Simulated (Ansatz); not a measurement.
## AlAs: geometry relaxation (part 1 of 4)

System: AlAs (12 atoms in the cell).
Method: DFT PBEsol, scalar-relativistic, plane waves, PAW, spin-polarised (Ansatz 0.2.0).

The structure derives from an entry of the Crystallography Open Database. It belongs to a series of runs on one base structure; here: cluster of 12 atoms cut as a cube about point 0.22 0.01 0.23, atoms shaken. Figures and captions count atoms from 1; the log counts them from 0 in places.

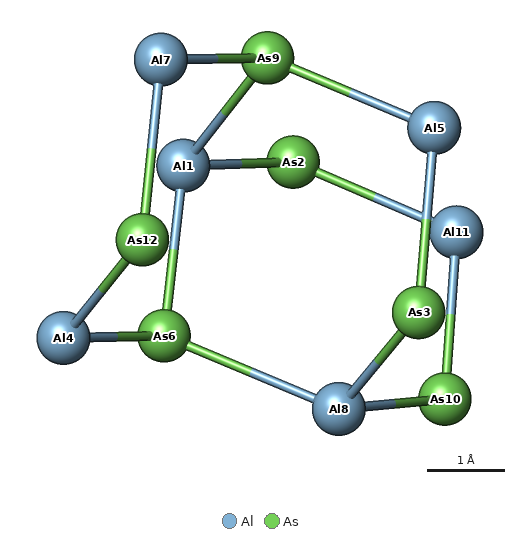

The input geometry (ball-and-stick view of the molecule without its box, seen at a tilt; atoms are numbered from 1 in the order of the input). An atom can appear more than once, as a periodic image.

### Input
```yaml
crystal:
  lattice:
    - [15.6, 0.0, 0.0]
    - [0.0, 14.5, 0.0]
    - [0.0, 0.0, 14.8]
  atoms:
    - { symbol: Al, position: [0.4553548264, 0.4962287329, 0.407091547], spin: 0.4 }
    - { symbol: As, position: [0.5464231065, 0.5968413004, 0.313946899], spin: 0.4 }
    - { symbol: As, position: [0.5503940043, 0.5956944114, 0.6903936959], spin: 0.4 }
    - { symbol: Al, position: [0.4533792036, 0.3085922468, 0.5933380597], spin: 0.4 }
    - { symbol: Al, position: [0.4524856274, 0.6942043534, 0.5940473647], spin: 0.4 }
    - { symbol: As, position: [0.5404895181, 0.4009274215, 0.5020017875], spin: 0.4 }
    - { symbol: Al, position: [0.2697310558, 0.500404656, 0.5978597078], spin: 0.4 }
    - { symbol: Al, position: [0.6357217507, 0.5020400712, 0.5971476386], spin: 0.4 }
    - { symbol: As, position: [0.3633237726, 0.5981968275, 0.4994331021], spin: 0.4 }
    - { symbol: As, position: [0.723920139, 0.6030073802, 0.4954243171], spin: 0.4 }
    - { symbol: Al, position: [0.6389990029, 0.6911264018, 0.3985882164], spin: 0.4 }
    - { symbol: As, position: [0.3627718555, 0.4014348333, 0.6939888377], spin: 0.4 }
basis:
  ecutwfc: 420
kpoints:
  mp_grid: { grid: [1, 1, 1] }
hamiltonian:
  xc: pbesol
scf:
  occupations: { method: gaussian, width: 0.05 }
output:
  forces: true
  eigenvalues: true
  populations: true
  write_density: true
  write_potential: true
  elf: true
  volumetric_format: npy
magnetization:
  spin_polarized: true
relax:
  adjacent_minimum: "off"
  f_tol: 0.03
  max_steps: 40
```

Machine: 4 threads of AMD EPYC (Zen 5), 32 GiB of memory available, shared host.

Run as:
```bash
ansatz run input.yaml --threads 4 --pin off --max-ram 11264MiB --backend cpu --events-out ev --progress --plain --runs-dir out
```

### Output
```
Engine: ansatz 0.2.0, x86_64-unknown-linux-gnu
Pseudopotentials: kind: paw
Pseudopotential: Al, paw, valence charge 3, recommended cutoff 420 eV (normal), Al.paw.azcp
Pseudopotential: As, paw, valence charge 15, recommended cutoff 420 eV (normal), As.paw.azcp
Functional definition: PBEsol
  exchange = pbesol_x
  correlation = pbesol_c
Crystal: 12 atoms, lattice volume = 3347.760 Å³
Basis set: ecut = 420 eV, 65445 PW (Γ), exchange–correlation on 216×200×200 points (8 copies of the dense FFT grid, shifted against one another)
Bands: 69, of which v1, the nominal top of the filled ones, is band 54 counted from 1 (53 counted from 0)
Symmetry: 1 space group operations
Space group: P1 (ITA 1), of the structure as read, at distance tolerance 1.5e-4 Å
Magnetic group: BNS 1.1 (UNI 1), of the structure as read, at distance tolerance 1.5e-4 Å
k-points: 1
Non-local potential: Al, projectors of the file, l = 0: 2, l = 1: 2, l = 2: 1
Non-local potential: As, projectors of the file, l = 0: 2, l = 1: 2, l = 2: 3, l = 3: 1
PAW form: soft (Blöchl's): semilocal exchange-correlation on the pseudo side does not see the compensation charge
PAW frozen core: Al, regenerated for the run's functional, and the local potential with it (the file was generated under x = pbe(κ = 0.804, μ = 0.2195149727645171), c = pbe(β = 0.06672455060314922))
PAW frozen core: As, regenerated for the run's functional, and the local potential with it (the file was generated under x = pbe(κ = 0.804, μ = 0.2195149727645171), c = pbe(β = 0.06672455060314922))
PAW one-centre angular grid: Al, 110 points (default); XC on 64 Gauss nodes
PAW one-centre angular grid: As, 590 points (default); XC on 64 Gauss nodes
Initial density: superposition of atomic densities (neutral atoms: chi_scale 0, normalization atom)
Starting moments: Σ|m| = 4.8 μB on 12 of 12 sites
Initial wavefunctions: pseudopotential atomic-orbital guess
Functional: x = pbesol(κ = 0.804, μ = 0.12345679012345678), c = pbesol(β = 0.046)
SCF iter   1: F=—  HF=-32016.663364 eV  |F-HF|=—  |Δ(HF+E_count)|=         —  Δρ=9.46e-3 (↑9.01e-3 ↓9.46e-3)  dr2=2.30e1  dr2_m=1.24e0  M=1.920 μB ∫|m|=1.960 μB  β_m=0.30  ethr=3.10e-3  ⟨swp⟩=7.0  Hψ=567  notcnv=0
preconditioner: auto → Resta (q_TF=auto, 1.539 Å⁻¹)  ε∞=1.6  [insulator: Δε(μ)=0.124 eV  Ē_g=5.002 eV  σ=0.050 eV  W_gap=0.92  n_scr=202 (ndim 8)  ℏωp=3.9 eV  f_vac=0.797  D(μ)=4.86/eV (n_scr^D=6)  ε∞_Penn≈1.6  vacuum switching on, ρ_ref=1.8e-3 e/Å³]
spin=Collinear: Resta preconditioning applied to the charge; magnetization (m = ρ↑ − ρ↓) channel mixes plain (no charge-response kernel on spin).
SCF iter   2: F=—  HF=-32012.937631 eV  |F-HF|=—  |Δ(HF+E_count)|=    3.73e0  Δρ=6.03e-3 (↑6.03e-3 ↓5.49e-3)  dr2=7.15e0  dr2_m=6.15e-1  M=1.673 μB ∫|m|=1.688 μB  β_m=0.30  ethr=3.10e-3  ⟨swp⟩=4.0  Hψ=245  notcnv=0  defer=12
SCF iter   3: F=—  HF=-32013.237624 eV  |F-HF|=—  |Δ(HF+E_count)|=   3.00e-1  Δρ=5.07e-3 (↑4.75e-3 ↓5.07e-3)  dr2=1.28e1  dr2_m=3.22e-1  M=1.574 μB ∫|m|=1.611 μB  β_m=0.30  ethr=3.10e-3  ⟨swp⟩=3.0  Hψ=191  notcnv=0  defer=12
SCF iter   4: F=—  HF=-32012.402200 eV  |F-HF|=—  |Δ(HF+E_count)|=   8.35e-1  Δρ=3.26e-3 (↑3.26e-3 ↓3.22e-3)  dr2=1.92e0  dr2_m=1.94e-1  M=0.082 μB ∫|m|=0.393 μB  β_m=0.30  ethr=3.10e-3  ⟨swp⟩=3.0  Hψ=190  notcnv=0  defer=12
SCF iter   5: F=—  HF=-32012.366590 eV  |F-HF|=—  |Δ(HF+E_count)|=   3.56e-2  Δρ=2.55e-3 (↑2.41e-3 ↓2.55e-3)  dr2=2.51e0  dr2_m=8.16e-2  M=1.041 μB ∫|m|=1.094 μB  β_m=0.30  ethr=1.78e-3  ⟨swp⟩=3.0  Hψ=158  notcnv=0  defer=12
SCF iter   6: F=—  HF=-32012.281505 eV  |F-HF|=—  |Δ(HF+E_count)|=   8.51e-2  Δρ=1.82e-3 (↑1.82e-3 ↓1.74e-3)  dr2=6.84e-1  dr2_m=5.72e-2  M=0.012 μB ∫|m|=0.368 μB  β_m=0.30  ethr=1.78e-3  ⟨swp⟩=1.0  Hψ=160  notcnv=0  defer=12
SCF iter   7: F=—  HF=-32012.252779 eV  |F-HF|=—  |Δ(HF+E_count)|=   2.87e-2  Δρ=1.03e-3 (↑1.03e-3 ↓1.03e-3)  dr2=7.86e-2  dr2_m=2.78e-2  M=0.035 μB ∫|m|=0.388 μB  β_m=0.30  ethr=6.33e-4  ⟨swp⟩=2.0  Hψ=140  notcnv=0  defer=12
SCF iter   8: F=—  HF=-32012.256886 eV  |F-HF|=—  |Δ(HF+E_count)|=   4.11e-3  Δρ=7.18e-4 (↑7.18e-4 ↓7.04e-4)  dr2=2.26e-2  dr2_m=1.41e-2  M=0.031 μB ∫|m|=0.429 μB  β_m=0.30  ethr=7.28e-5  ⟨swp⟩=2.0  Hψ=150  notcnv=0  defer=12
Mixer restart at iter 8: flushing history
spin-set hold released at iteration 8 (site moments contracting): the magnetisation degrees of freedom join the quasi-Newton model from the next iteration; the mixer history was flushed
SCF iter   9: F=—  HF=-32012.263501 eV  |F-HF|=—  |Δ(HF+E_count)|=   6.62e-3  Δρ=5.79e-4 (↑5.21e-4 ↓5.79e-4)  dr2=4.45e-2  dr2_m=7.20e-3  M=0.034 μB ∫|m|=0.458 μB  β_m=0.34  ethr=2.09e-5  ⟨swp⟩=2.0  Hψ=150  notcnv=0  defer=12
SCF iter  10: F=—  HF=-32012.275456 eV  |F-HF|=—  |Δ(HF+E_count)|=   1.20e-2  Δρ=6.37e-4 (↑6.37e-4 ↓5.48e-4)  dr2=2.01e-1  dr2_m=3.93e-3  M=0.005 μB ∫|m|=0.468 μB  β_m=0.08  ethr=2.09e-5  ⟨swp⟩=2.0  Hψ=154  notcnv=0  defer=12  recentre
SCF iter  11: F=—  HF=-32012.263198 eV  |F-HF|=—  |Δ(HF+E_count)|=   1.23e-2  Δρ=4.41e-4 (↑4.13e-4 ↓4.41e-4)  dr2=9.73e-3  dr2_m=5.00e-3  M=0.019 μB ∫|m|=0.494 μB  β_m=0.08  ethr=2.09e-5  ⟨swp⟩=2.0  Hψ=148  notcnv=0  defer=12
SCF iter  12: F=—  HF=-32012.266230 eV  |F-HF|=—  |Δ(HF+E_count)|=   3.03e-3  Δρ=2.45e-4 (↑2.45e-4 ↓2.41e-4)  dr2=4.04e-4  dr2_m=1.76e-3  M=0.008 μB ∫|m|=0.543 μB  β_m=0.18  ethr=9.01e-6  ⟨swp⟩=1.0  Hψ=138  notcnv=0  defer=12
SCF iter  13: F=—  HF=-32012.269256 eV  |F-HF|=—  |Δ(HF+E_count)|=   3.03e-3  Δρ=1.84e-4 (↑1.48e-4 ↓1.84e-4)  dr2=8.01e-4  dr2_m=8.03e-4  M=-0.001 μB ∫|m|=0.656 μB  β_m=0.28  ethr=3.74e-7  ⟨swp⟩=3.0  Hψ=284  notcnv=0  defer=12
SCF iter  14: F=—  HF=-32012.270565 eV  |F-HF|=—  |Δ(HF+E_count)|=   1.31e-3  Δρ=1.77e-4 (↑1.76e-4 ↓1.77e-4)  dr2=3.81e-4  dr2_m=9.32e-4  M=-0.002 μB ∫|m|=0.740 μB  β_m=0.63  ethr=3.74e-7  ⟨swp⟩=2.0  Hψ=174  notcnv=0  defer=12
SCF iter  15: F=—  HF=-32012.273721 eV  |F-HF|=—  |Δ(HF+E_count)|=   3.16e-3  Δρ=2.35e-4 (↑1.79e-4 ↓2.35e-4)  dr2=1.09e-3  dr2_m=1.28e-3  M=-0.002 μB ∫|m|=0.910 μB  β_m=0.49  ethr=3.53e-7  ⟨swp⟩=2.5  Hψ=230  notcnv=0  defer=12
SCF iter  16: F=-32012.265962 eV  HF=-32012.281431 eV  |F-HF|=1.55e-2  |Δ(HF+E_count)|=   7.71e-3  Δρ=2.86e-4 (↑2.86e-4 ↓1.95e-4)  dr2=1.94e-2  dr2_m=1.19e-3  M=-0.001 μB ∫|m|=1.158 μB  β_m=0.37  ethr=3.53e-7  ⟨swp⟩=3.0  Hψ=245  notcnv=0  defer=12  recentre
SCF iter  17: F=-32012.282657 eV  HF=-32012.280588 eV  |F-HF|=2.07e-3  |Δ(HF+E_count)|=   8.43e-4  Δρ=2.76e-4 (↑1.99e-4 ↓2.76e-4)  dr2=1.78e-3  dr2_m=1.68e-3  M=-0.002 μB ∫|m|=1.208 μB  β_m=0.41  ethr=3.53e-7  ⟨swp⟩=2.0  Hψ=189  notcnv=0  defer=12
SCF iter  18: F=-32012.290339 eV  HF=-32012.290823 eV  |F-HF|=4.85e-4  |Δ(HF+E_count)|=   1.02e-2  Δρ=2.66e-4 (↑2.03e-4 ↓2.66e-4)  dr2=4.41e-3  dr2_m=1.50e-3  M=-0.001 μB ∫|m|=1.581 μB  β_m=0.58  ethr=3.53e-7  ⟨swp⟩=3.0  Hψ=294  notcnv=0  defer=12
SCF iter  19: F=-32012.294027 eV  HF=-32012.302101 eV  |F-HF|=8.07e-3  |Δ(HF+E_count)|=   1.13e-2  Δρ=1.83e-4 (↑1.83e-4 ↓1.48e-4)  dr2=1.05e-2  dr2_m=3.52e-4  M=-0.000 μB ∫|m|=2.165 μB  β_m=0.88  ethr=3.53e-7  ⟨swp⟩=4.0  Hψ=300  notcnv=0  defer=12
SCF iter  20: F=-32012.292240 eV  HF=-32012.295846 eV  |F-HF|=3.61e-3  |Δ(HF+E_count)|=   6.26e-3  Δρ=3.22e-4 (↑3.22e-4 ↓2.20e-4)  dr2=8.51e-3  dr2_m=2.01e-3  M=-0.000 μB ∫|m|=2.552 μB  β_m=0.78  ethr=3.53e-7  ⟨swp⟩=4.0  Hψ=306  notcnv=0  defer=12
SCF iter  21: F=-32012.297763 eV  HF=-32012.297346 eV  |F-HF|=4.17e-4  |Δ(HF+E_count)|=   1.50e-3  Δρ=1.60e-4 (↑1.60e-4 ↓1.47e-4)  dr2=1.25e-3  dr2_m=6.71e-4  M=-0.001 μB ∫|m|=1.814 μB  β_m=0.76  ethr=3.53e-7  ⟨swp⟩=4.0  Hψ=325  notcnv=0  defer=12
SCF iter  22: F=-32012.302986 eV  HF=-32012.303656 eV  |F-HF|=6.70e-4  |Δ(HF+E_count)|=   6.31e-3  Δρ=9.83e-5 (↑9.83e-5 ↓6.13e-5)  dr2=1.21e-3  dr2_m=1.52e-4  M=-0.000 μB ∫|m|=2.254 μB  β_m=0.76  ethr=3.53e-7  ⟨swp⟩=3.0  Hψ=308  notcnv=0  defer=12
SCF iter  23: F=-32012.302878 eV  HF=-32012.303783 eV  |F-HF|=9.05e-4  |Δ(HF+E_count)|=   1.26e-4  Δρ=8.04e-5 (↑6.03e-5 ↓8.04e-5)  dr2=1.32e-3  dr2_m=1.07e-4  M=-0.000 μB ∫|m|=2.187 μB  β_m=0.62  ethr=3.53e-7  ⟨swp⟩=2.5  Hψ=180  notcnv=0  defer=12
SCF iter  24: F=-32012.301672 eV  HF=-32012.303614 eV  |F-HF|=1.94e-3  |Δ(HF+E_count)|=   1.68e-4  Δρ=1.33e-4 (↑1.33e-4 ↓8.37e-5)  dr2=2.76e-3  dr2_m=2.93e-4  M=-0.000 μB ∫|m|=2.425 μB  β_m=0.62  ethr=3.53e-7  ⟨swp⟩=3.0  Hψ=272  notcnv=0  defer=12  recentre
SCF iter  25: F=-32012.291396 eV  HF=-32012.305411 eV  |F-HF|=1.40e-2  |Δ(HF+E_count)|=   1.80e-3  Δρ=2.02e-4 (↑6.74e-5 ↓2.02e-4)  dr2=1.55e-2  dr2_m=2.25e-4  M=-0.000 μB ∫|m|=2.208 μB  β_m=0.62  ethr=3.53e-7  ⟨swp⟩=3.0  Hψ=245  notcnv=0  defer=12  recentre
SCF iter  26: F=-32012.303922 eV  HF=-32012.304327 eV  |F-HF|=4.05e-4  |Δ(HF+E_count)|=   1.08e-3  Δρ=6.22e-5 (↑6.22e-5 ↓4.92e-5)  dr2=6.54e-4  dr2_m=7.20e-5  M=-0.000 μB ∫|m|=2.253 μB  β_m=0.53  ethr=3.53e-7  ⟨swp⟩=2.5  Hψ=173  notcnv=0  defer=12
SCF iter  27: F=-32012.304178 eV  HF=-32012.304857 eV  |F-HF|=6.79e-4  |Δ(HF+E_count)|=   5.30e-4  Δρ=5.14e-5 (↑5.14e-5 ↓3.64e-5)  dr2=8.24e-4  dr2_m=2.70e-5  M=-0.000 μB ∫|m|=2.284 μB  β_m=0.38  ethr=3.53e-7  ⟨swp⟩=2.0  Hψ=187  notcnv=0  defer=12
SCF iter  28: F=-32012.304904 eV  HF=-32012.304950 eV  |F-HF|=4.62e-5  |Δ(HF+E_count)|=   9.31e-5  Δρ=2.60e-5 (↑2.60e-5 ↓1.76e-5)  dr2=8.73e-5  dr2_m=1.20e-5  M=-0.000 μB ∫|m|=2.302 μB  β_m=0.35  ethr=3.53e-7  ⟨swp⟩=2.0  Hψ=173  notcnv=0  defer=12
SCF iter  29: F=-32012.304991 eV  HF=-32012.304998 eV  |F-HF|=7.12e-6  |Δ(HF+E_count)|=   4.79e-5  Δρ=1.73e-5 (↑1.65e-5 ↓1.73e-5)  dr2=3.09e-5  dr2_m=7.30e-6  M=-0.000 μB ∫|m|=2.317 μB  β_m=0.32  ethr=8.09e-8  ⟨swp⟩=2.0  Hψ=173  notcnv=0  defer=12
SCF iter  30: F=-32012.305026 eV  HF=-32012.305018 eV  |F-HF|=8.02e-6  |Δ(HF+E_count)|=   1.99e-5  Δρ=1.35e-5 (↑1.35e-5 ↓1.15e-5)  dr2=6.39e-6  dr2_m=4.45e-6  M=-0.000 μB ∫|m|=2.329 μB  β_m=0.39  ethr=2.08e-8  ⟨swp⟩=30.0  Hψ=1492  notcnv=0
SCF iter  31: F=-32012.305034 eV  HF=-32012.305028 eV  |F-HF|=6.07e-6  |Δ(HF+E_count)|=   1.03e-5  Δρ=1.00e-5 (↑9.64e-6 ↓1.00e-5)  dr2=3.11e-6  dr2_m=2.81e-6  M=-0.000 μB ∫|m|=2.334 μB  β_m=0.49  ethr=5.91e-9  ⟨swp⟩=14.0  Hψ=1051  notcnv=0
SCF iter  32: F=-32012.305039 eV  HF=-32012.305038 eV  |F-HF|=1.77e-6  |Δ(HF+E_count)|=   9.61e-6  Δρ=8.15e-6 (↑8.15e-6 ↓8.05e-6)  dr2=4.35e-6  dr2_m=1.87e-6  M=-0.000 μB ∫|m|=2.336 μB  β_m=0.63  ethr=2.88e-9  ⟨swp⟩=13.0  Hψ=959  notcnv=0
SCF iter  33: F=-32012.305042 eV  HF=-32012.305045 eV  |F-HF|=2.44e-6  |Δ(HF+E_count)|=   6.93e-6  Δρ=7.02e-6 (↑7.02e-6 ↓5.50e-6)  dr2=5.96e-6  dr2_m=1.05e-6  M=-0.000 μB ∫|m|=2.337 μB  β_m=0.63  ethr=2.88e-9  ⟨swp⟩=14.0  Hψ=966  notcnv=0
SCF iter  34: F=-32012.305041 eV  HF=-32012.305053 eV  |F-HF|=1.13e-5  |Δ(HF+E_count)|=   8.01e-6  Δρ=8.13e-6 (↑4.06e-6 ↓8.13e-6)  dr2=1.46e-5  dr2_m=7.50e-7  M=-0.000 μB ∫|m|=2.337 μB  β_m=0.45  ethr=2.88e-9  ⟨swp⟩=13.5  Hψ=986  notcnv=0
SCF iter  35: F=-32012.305048 eV  HF=-32012.305053 eV  |F-HF|=5.83e-6  |Δ(HF+E_count)|=   8.44e-7  Δρ=5.68e-6 (↑5.38e-6 ↓5.68e-6)  dr2=8.24e-6  dr2_m=6.61e-7  M=-0.000 μB ∫|m|=2.337 μB  β_m=0.38  ethr=2.88e-9  ⟨swp⟩=12.5  Hψ=939  notcnv=0
SCF iter  36: F=-32012.305051 eV  HF=-32012.305054 eV  |F-HF|=3.17e-6  |Δ(HF+E_count)|=   8.27e-7  Δρ=3.79e-6 (↑3.79e-6 ↓3.56e-6)  dr2=4.25e-6  dr2_m=2.53e-7  M=-0.000 μB ∫|m|=2.335 μB  β_m=0.30  ethr=2.88e-9  ⟨swp⟩=13.5  Hψ=984  notcnv=0
SCF iter  37: F=-32012.305055 eV  HF=-32012.305055 eV  |F-HF|=2.09e-7  |Δ(HF+E_count)|=   1.10e-6  Δρ=2.72e-6 (↑2.72e-6 ↓2.61e-6)  dr2=7.55e-7  dr2_m=1.84e-7  M=-0.000 μB ∫|m|=2.335 μB  β_m=0.30  ethr=2.88e-9  ⟨swp⟩=12.0  Hψ=906  notcnv=0
SCF iter  38: F=-32012.305056 eV  HF=-32012.305056 eV  |F-HF|=2.34e-7  |Δ(HF+E_count)|=   6.90e-7  Δρ=2.23e-6 (↑2.23e-6 ↓1.99e-6)  dr2=1.11e-7  dr2_m=1.27e-7  M=-0.000 μB ∫|m|=2.334 μB  β_m=0.65  ethr=6.99e-10  ⟨swp⟩=11.0  Hψ=863  notcnv=0
SCF iter  39: F=-32012.305056 eV  HF=-32012.305057 eV  |F-HF|=1.22e-7  |Δ(HF+E_count)|=   5.54e-7  Δρ=1.68e-6 (↑1.68e-6 ↓1.61e-6)  dr2=3.39e-7  dr2_m=6.93e-8  M=-0.000 μB ∫|m|=2.334 μB  ethr=1.03e-10  ⟨swp⟩=10.5  Hψ=804  notcnv=0
at 4 of the mixer's solves, the last at iteration 18, it left a direction of its history that read negative out of its fit and stepped the other way along it
WARN: the starting moments were not kept: 4 of 12 ended reversed and 5 kept their direction, counting a site from 0.1 of the cell's largest site moment. The largest reversed, site 11 (counted from 0, in the order of the report's site_moments_mub), started with +0.4 μB and closes at -1.4e-1 μB in its sphere. The net magnetisation is 7.3e-5 μB in size, at most 0.1 of the 4.8 μB that the starting moments add up to as vectors. The SCF closed on another magnetic arrangement than the starting moments describe; that does not show which of the two is lower. To try another start: change the starting moments (crystal.atoms[].spin, magnetization.per_species, magnetization.initial_magnetization, or on a non-collinear deck that types none of these the spinor_matrix: blocks that start its atoms; where the total moment is fixed, keep their sum and leave initial_magnetization as it is; typed ones take the place of any that the run laid by itself, positive ones on a crystal's lanthanoids without a Hubbard term where scf.initial_density.shell_occupations: [] is typed); see also scf.mixing.spin_hold.
SCF 1 converged in 39 iterations: F = -32012.305056 eV  dr2 = 3.39e-7
  greatest PAW one-centre occupation: 0.999 electrons in one spin orbital (limit 2), on the As atom at site 2 (counted from 0), in its partial waves of l = 2
relax step   1: F+E_penalty+E_count = -32012.30505641 eV  Δ(F+E_penalty+E_count) = +0.000e0 eV  max|allowed force component| = 1.372e0 eV/Å  Δτ_max = 0.0000 Å  (39 SCF iters, dr2 threshold 2.25e-5 eV, accepted)
Initial density: handed on by an earlier stage of this run
Starting moments: Σ|m| = 4.8 μB on 12 of 12 sites; this step starts from the density that it was given
Initial wavefunctions: those handed on with the density
iter 1 solved again at ethr=3.23e-4 eV; its pass at ethr=3.10e-3 eV (dr2=3.49e-1 eV) is discarded
```
